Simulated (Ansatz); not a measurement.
## Geometry relaxation, with input and output: C

The run: geometry relaxation of C (1 atom in the cell). Method and program: DFT PBE, scalar-relativistic, plane waves, PAW, no spin polarisation (Ansatz 0.2.0).

The structure was made by a generator, so it may or may not be a known phase. Figures and captions count atoms from 1; the log counts them from 0 in places.

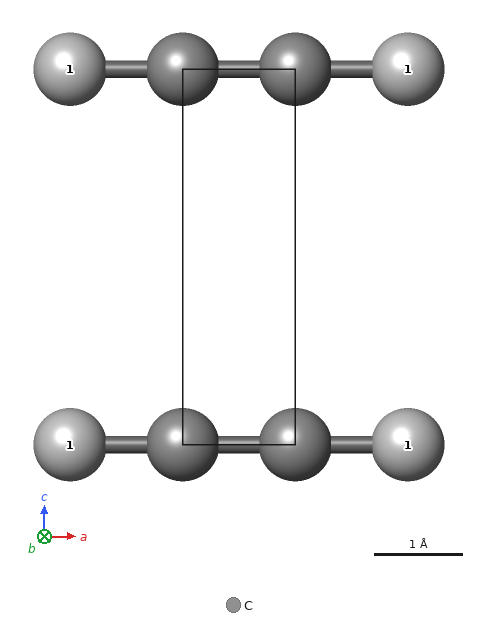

**Figure 1.** The starting structure (ball-and-stick view of the cell of the calculation, along the b axis; neighbours outside the cell are drawn fainter; atoms are numbered from 1 in the order of the input). An atom can appear more than once, as a periodic image.

**Key numbers**

```tsv
quantity	value
outcome	converged
space group (tolerance 0.01 Å)	P4/mmm (123)
electrons treated	4
free energy	−249.9735 eV
Fermi energy	−0.882 eV
gap on the k-point mesh	none (metallic)
pressure	0.01 GPa
final volume	23.40 Å³
largest force (length of the vector) at the end	under 0.001 eV/Å
final cell	a = 1.282 Å, b = 4.268 Å, c = 4.276 Å, α = 90.00°, β = 90.00°, γ = 90.00°
hardware	1 thread of Intel Xeon @ 2.50GHz (Skylake/Cascade Lake), 189 GiB of memory available, shared host
wall time	64 s
peak memory	0.6 GiB
```

**Notes**

Warnings of the run: the exchange-correlation potential is rough where the density is thin.

**Input**
```yaml
crystal:
  lattice:
    - [1.2822880008, 0.0, 0.0]
    - [0.0, 4.267527303, 0.0]
    - [0.0, 0.0, 4.2764804155]
  atoms:
    - { symbol: C, position: [0.0, 0.5, 0.0] }
basis:
  ecutwfc: 420
kpoints:
  mp_grid: { grid: [42, 14, 14] }
hamiltonian:
  xc: pbe
scf:
  occupations: { method: gaussian, width: 0.1 }
output:
  forces: true
  stress: true
  eigenvalues: true
  write_density: true
  write_potential: true
  elf: true
  volumetric_format: npy
relax:
  adjacent_minimum: "off"
  f_tol: 0.01
  max_steps: 80
  cell: { stress_tol: 0.05 }
```

Launched with:
```bash
ansatz run input.yaml --threads 1 --pin off --max-ram 2560MiB --backend cpu --events-out ev --progress --plain --runs-dir out
```

**Log**
```
Engine: ansatz 0.2.0, x86_64-unknown-linux-gnu
Pseudopotentials: kind: paw
Pseudopotential: C, paw, valence charge 4, recommended cutoff 420 eV (normal), C.paw.azcp
Functional definition: PBE
  parameter kappa = 0.804
  parameter beta = 0.06672455060314922
  exchange = pbe_x(kappa = kappa, mu = beta*pi^2/3)
  correlation = pbe_c(beta = beta)
Crystal: 1 atoms, lattice volume = 23.402 Å³
Basis set: ecut = 420 eV, 445 PW (Γ), exchange–correlation on 18×60×60 points (8 copies of the dense FFT grid, shifted against one another)
Bands: 6, of which v1, the nominal top of the filled ones, is band 2 counted from 1 (1 counted from 0)
Symmetry: 8 space group operations
Space group: Pmmm (ITA 47), of the structure as read, at distance tolerance 2.9e-5 Å
k-points: 1408 of 8232
Non-local potential: C, projectors of the file, l = 0: 2, l = 1: 2, l = 2: 1
PAW form: soft (Blöchl's): semilocal exchange-correlation on the pseudo side does not see the compensation charge
PAW one-centre angular grid: C, 110 points (default); XC on 64 Gauss nodes
Initial density: superposition of atomic densities (neutral atoms: chi_scale 0, normalization atom), corrected by the library's trained network
Initial wavefunctions: pseudopotential atomic-orbital guess
Functional: x = pbe(κ = 0.804, μ = 0.2195149727645171), c = pbe(β = 0.06672455060314922)
SCF iter   1: F=—  HF=-249.972015 eV  |F-HF|=—  |Δ(HF+E_count)|=         —  Δρ=5.30e-3  dr2=2.33e-3  ethr=1.77e-3  ⟨swp⟩=4.7  Hψ=71734  notcnv=0
preconditioner: auto → none  [insulator: Δε(μ)=0.611 eV  Ē_g=19.367 eV  σ=0.100 eV  W_gap=1.00  n_scr=4 (ndim 8)  ℏωp=15.4 eV  f_vac=0.390  D(μ)=0.00/eV (n_scr^D=0)  ε∞_Penn≈1.6]
SCF iter   2: F=—  HF=-249.973236 eV  |F-HF|=—  |Δ(HF+E_count)|=   1.22e-3  Δρ=2.63e-3  dr2=5.78e-4  ethr=5.82e-5  ⟨swp⟩=2.0  Hψ=22730  notcnv=0  defer=372
SCF iter   3: F=—  HF=-249.973462 eV  |F-HF|=—  |Δ(HF+E_count)|=   2.25e-4  Δρ=1.02e-4  dr2=8.75e-7  ethr=1.44e-5  ⟨swp⟩=2.1  Hψ=10203  notcnv=0  defer=372
SCF iter   4: F=—  HF=-249.973461 eV  |F-HF|=—  |Δ(HF+E_count)|=   4.02e-7  Δρ=1.73e-5  dr2=2.72e-8  ethr=2.19e-8  ⟨swp⟩=2.3  Hψ=11053  notcnv=0  defer=372
iter 5 did not close the SCF: its close was put off for the readings that it lacked (scf_convergence_deferred on its scf_iter line)
SCF iter   5: F=-249.973461 eV  HF=-249.973461 eV  |F-HF|=7.97e-10  |Δ(HF+E_count)|=   1.56e-8  Δρ=4.97e-6  dr2=2.95e-9  ethr=6.80e-10  ⟨swp⟩=2.3  Hψ=10861  notcnv=0  defer=372
SCF iter   6: F=-249.973461 eV  HF=-249.973461 eV  |F-HF|=1.56e-12  |Δ(HF+E_count)|=  6.77e-11  Δρ=9.46e-7  dr2=5.17e-11  ethr=7.39e-11  ⟨swp⟩=6.1  Hψ=40643  notcnv=0
SCF 1 converged in 6 iterations: F = -249.973461 eV  dr2 = 5.17e-11
  greatest PAW one-centre occupation: 0.693 electrons in one spin orbital (limit 2), on the C atom at site 0 (counted from 0), in its partial waves of l = 0
relax step   1: F+E_penalty+E_count = -249.97346128 eV  Δ(F+E_penalty+E_count) = +0.000e0 eV  max|allowed force component| = 0.000e0 eV/Å  Δτ_max = 0.0000 Å  P = +0.014 GPa  Ω = 23.402 Å³  (6 SCF iters, dr2 threshold 1.00e-7 eV, accepted)
Initial density: handed on by an earlier stage of this run
Initial wavefunctions: pseudopotential atomic-orbital guess (no wavefunctions were taken with the density)
iter 1 solved again at ethr=1.74e-7 eV; its pass at ethr=3.10e-3 eV (dr2=6.94e-6 eV) is discarded
SCF iter   1: F=—  HF=-249.973462 eV  |F-HF|=—  |Δ(HF+E_count)|=         —  Δρ=2.25e-6  dr2=1.00e-9  ethr=1.74e-7  ⟨swp⟩=3.0  Hψ=96296  notcnv=0
eigensolver tolerance schedule: the retry pair's looser diagonalisation over-reported the residual by 6935.71 of it (diagonalisation noise at 0.63 of the residual, at the tolerance the schedule requests for it); recorded, not acted on — ethr = c·dr2/N_el stays at c = 1.0e-1
preconditioner: auto → none  [insulator: Δε(μ)=0.612 eV  Ē_g=19.385 eV  σ=0.100 eV  W_gap=1.00  n_scr=4 (ndim 8)  ℏωp=15.4 eV  f_vac=0.377  D(μ)=0.00/eV (n_scr^D=0)  ε∞_Penn≈1.6]
SCF iter   2: F=—  HF=-249.973461 eV  |F-HF|=—  |Δ(HF+E_count)|=   9.11e-7  Δρ=1.22e-6  dr2=5.49e-10  ethr=2.50e-11  ⟨swp⟩=3.2  Hψ=14170  notcnv=0
SCF iter   3: F=—  HF=-249.973461 eV  |F-HF|=—  |Δ(HF+E_count)|=   1.25e-9  Δρ=7.75e-7  dr2=1.87e-10  ethr=1.37e-11  ⟨swp⟩=1.5  Hψ=9859  notcnv=0
SCF iter   4: F=—  HF=-249.973461 eV  |F-HF|=—  |Δ(HF+E_count)|=   1.02e-9  Δρ=2.82e-7  dr2=2.05e-11  ethr=4.66e-12  ⟨swp⟩=1.6  Hψ=10019  notcnv=0
SCF iter   5: F=-249.973461 eV  HF=-249.973461 eV  |F-HF|=4.01e-11  |Δ(HF+E_count)|=  1.80e-10  Δρ=1.22e-7  dr2=4.32e-12  ethr=1.00e-12  ⟨swp⟩=5.4  Hψ=25194  notcnv=0
SCF 2 converged in 5 iterations: F = -249.973461 eV  dr2 = 4.32e-12
relax step   2: F+E_penalty+E_count = -249.97346128 eV  Δ(F+E_penalty+E_count) = -3.780e-12 eV  max|allowed force component| = 0.000e0 eV/Å  Δτ_max = 0.0000 Å  P = +0.014 GPa  Ω = 23.402 Å³  stress off target by 3.79e-2 GPa  SCF on the basis re-selected at this cell (its energy is not comparable with the rows above)  (5 SCF iters)
```

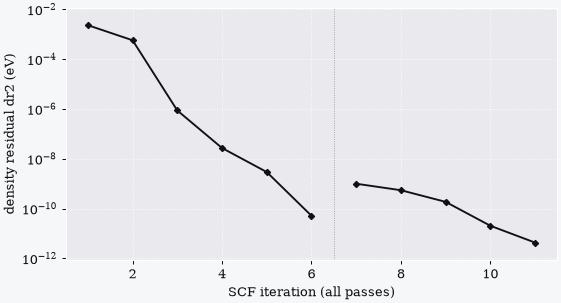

**Figure 2.** Convergence of the self-consistent field: density residual dr2 against the SCF iteration. The dotted lines part the SCF passes of the relaxation: geometry steps, rejected trials and re-solves on a re-selected basis. The passes take 6 and 5 iterations.

```
basis re-selected at this cell: Δ(F+E_penalty+E_count) = -3.780e-12 eV, ΔP = -0.000 GPa vs the last step (what re-selecting the basis moved, of the pressure what is left beyond the Pulay correction that the steps carried, after the strain that the cell walked since its last selection, with what the two solves' SCF thresholds leave and, on support functions, any second-order correction that the steps lacked; it is no measure of the basis error at this ecutwfc). This SCF's stress stands 3.79e-2 GPa from its target on what of the cell is left free (relax.cell.stress_tol is 5.00e-2 GPa) and its largest allowed force component is 0.00e0 eV/Å (relax.f_tol is 1.00e-2 eV/Å): within both
WARN: The input density's exchange-correlation potential varies sharply where the density is thin. Do not read a vacuum level from v_tot or v_xc, or from such a field of the output density. On a cell that repeats whose density bears no net charge and no dipole along the vacuum's axis use v_es (v_loc + v_h of the components); under efield.dipole_correction with no amplitude use v_es + v_field, which holds any external_charges[].barrier, or the levels of the report's work_function block, which leave it out; under a non-zero efield.amplitude the vacuum is tilted and has no level; on a cell that repeats and bears such a dipole with no correction it is tilted too, and efield.dipole_correction with no amplitude gives each side of its ramp a level where efield: is served; in a cell that repeats whose density bears a net charge (total_charge, or a fill off its count) it is curved and has none; of a slab under crystal.periodic whose density bears no net charge use v_es, which has a level on each side, short of where the two are joined; of another it falls or rises all the way out and has none; of a slab beside external_charges read slab_vacuum_level instead, which it has where they leave it neutral. The grid or the basis barely resolves most such structure, and the values can differ between equally converged runs; as a rule a tighter scf.convergence.dr2_threshold does not remove it. Where the density itself ripples (under the LDA too) a higher basis.ecutwfc lessens it. The files hold the spikes' plane waves up to the density's cutoff. Files: v_tot and the like, and their columns of v_z.tsv (output.write_potential); v_xc and the like, and their columns of v_comp_z.tsv (output.write_potential_components); where files of the output density stand in their place, no point of their own thin density is over the threshold below, and this is of outcome.potential() and, of a run that writes arrays (npy), the arrays of these names. Measured: with its Gaussian average of σ = 0.25 Å subtracted twice, the exchange-correlation potential is over 0.1 eV at 89 of the grid points where the equally averaged density (valence and model cores) is under 1e-3 e/Å³, and 1.17 eV at the most among them, at an averaged density of 7.9e-4 e/Å³. See output.write_potential in the manual, Limitations
SCF converged after 5 iterations
Free energy (F): -249.973461 eV
Harris-Foulkes:  -249.973461 eV  (|F-HF|=4.01e-11)
Internal energy: -249.973461 eV  (E = F + TS)
E sigma→0 (E₀):  -249.973461 eV
Entropy (-TS):   -0.000000 eV (-0.000 meV/atom)
Fermi energy:    -0.881891 eV
--- Per-component energies (eV) ---
  E_band       = -36.623487
  E_kinetic    = 88.441751
  E_local      = -271.799063  (includes V_loc(G=0)·N_el)
  E_nonlocal   = 27.915294
  E_hartree    = 91.633115
  E_xc         = -46.670611
  E_vxc        = -57.563271  (∫ρ·V_xc dr)
  E_paw        = -99.421796  (= ΣΔE_a)
  E_vpaw       = -6.884468  (= ΣTr[D̂ρ^β])
  E_aug_tail   = 0.000008  (compensation charges beyond the density's cutoff)
  E_ewald      = -40.072160
  E_smearing   = -0.000000  (= −TS)
  E_closure    = 0.000000  (closes the sum)
  Σ components = -249.973461   (vs F -249.973461, Δ=0.00e0)
--- Forces (eV/Å), atoms counted from 1 ---
  atom   1  C      0.00000000     0.00000000     0.00000000
  max |Σ_I F_I| component: 0.00e0 eV/Å
--- Stress (GPa, compression-positive) ---
       -0.030218       0.000000       0.000000
        0.000000       0.037880       0.000000
        0.000000       0.000000       0.034395
  P = ⅓ Tr σ = 0.0140 GPa (0.140 kbar)
--- Band table (eV; the first three rows and the last of 1408) ---
  k-point 0: bands = ["-17.1868", "-6.0474", "-6.0444", "2.8712", "7.2235", "11.7275"]
  k-point 1: bands = ["-17.1851", "-6.0678", "-6.0427", "2.9360", "7.2284", "11.4116"]
  k-point 2: bands = ["-17.1804", "-6.1237", "-6.0380", "3.1249", "7.2149", "10.8699"]
  k-point 1407: bands = ["-9.9542", "7.7568", "10.2168", "10.2179", "21.5376", "21.5449"]
--- Relaxed structure (1 steps of the walk, 1 accepted, 1 SCFs on fresh bases) ---
  F+E_penalty+E_count = -249.97346128 eV   max|allowed force component| = 0.000e0 eV/Å   (the final SCF, on the basis selected at the relaxed cell)
  cell:  # Å, volume = 23.4018 Å³
    - [1.2822880008, 0.0, 0.0]
    - [0.0, 4.267527303, 0.0]
    - [0.0, 0.0, 4.2764804155]
  atoms:
    - { symbol: C, position: [0.0, 0.5, 0.0] }
```

**Trajectory as extended XYZ (Å, eV, eV/Å), 2 frames, from step=1 to step=2**
```
1
Lattice="1.2823 0.0000 0.0000 0.0000 4.2675 0.0000 0.0000 0.0000 4.2765" Properties=species:S:1:pos:R:3:forces:R:3 step=1 energy=-249.97346 pressure_GPa=0.01
C     0.0000    2.1338    0.0000    0.0000   0.0000   0.0000
1
Lattice="1.2823 0.0000 0.0000 0.0000 4.2675 0.0000 0.0000 0.0000 4.2765" Properties=species:S:1:pos:R:3:forces:R:3 step=2 energy=-249.97346 pressure_GPa=0.01
C     0.0000    2.1338    0.0000    0.0000   0.0000   0.0000
```

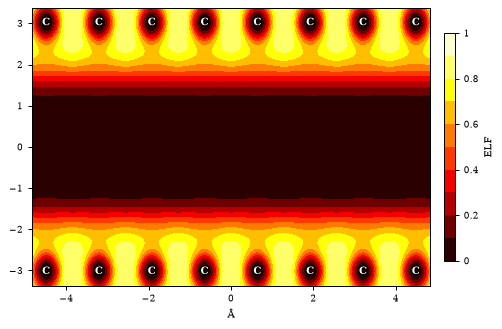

**Figure 3.** Electron localisation function on the (11̄0) plane of the conventional cell. The section cuts through C sites. C–C (1.28 Å): the ELF peaks at about 0.90 between the atoms (inside overlapping PAW spheres, so only a guide) (a multiple bond by its length, whose ELF region spreads away from the axis). Core electrons are frozen (PAW), so the fields are smoothed inside the atomic spheres.

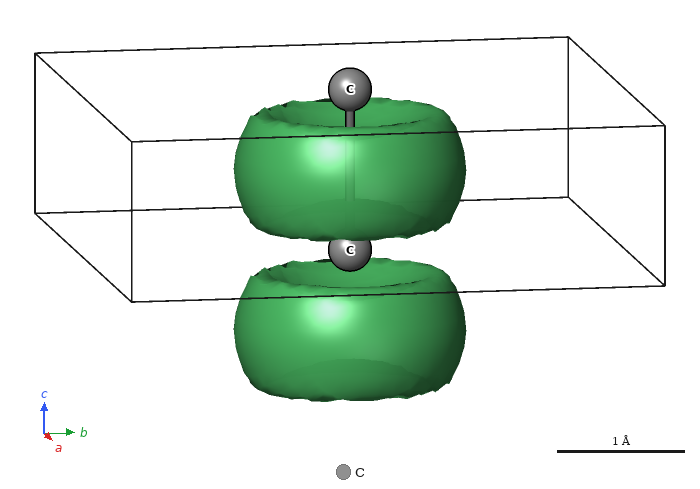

**Figure 4.** Isosurface of the electron localisation function at 0.7 (green), seen slightly off an axis. Core shells and regions of very low density are left out. Sticks mark near contacts. The outline is the cell set on symmetry axes. The ELF exceeds this value in one region between bonded C–C atoms (shared pairs), counted in one cell of 1 atoms. Profiles from the grid: C–C (1.28 Å): the ELF peaks at about 0.90 between the atoms (inside overlapping PAW spheres, so only a guide); a double or triple bond.
